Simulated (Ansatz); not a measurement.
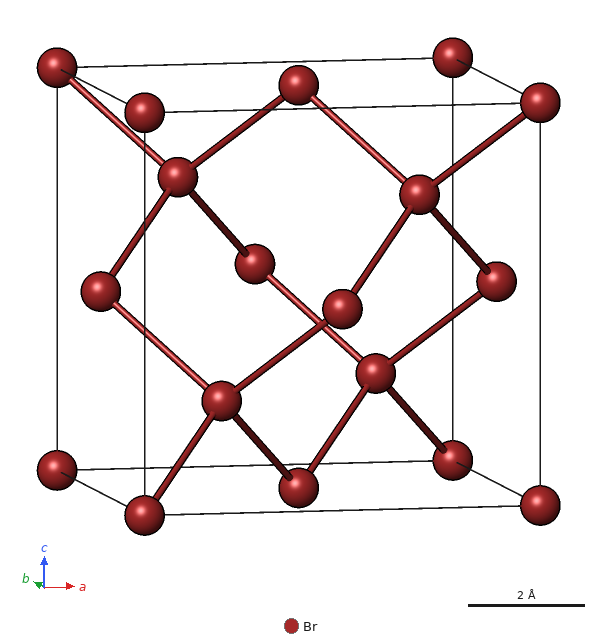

The starting point is a crystal of Br (a generated structure, set up in Fd-3m). A ball-and-stick model of the conventional cell (4 times the calculation's cell), seen from a free direction. Lengths and directions refer to the drawn axes.

Theory: DFT, PBE, PAW with Ansatz's default frozen-core files, scalar-relativistic in Ansatz. (plane-wave cutoff 420 eV; k-point mesh 14 × 14 × 14; occupations fermi dirac; smearing width 0.05 eV; no spin polarisation)

The variant: All lengths are scaled by +0.8 % (volume +2.5 %), the atoms keeping their fractional coordinates. No relaxation follows.

### What is the effect?

Among the bonded contacts that change: Br–Br 3.032 → 3.057 Å. The space group stays Fd-3m (No. 227). The energy rises by 1.6 meV per atom. The pressure goes from 0.0 to −0.3 GPa. All forces vanish by symmetry.
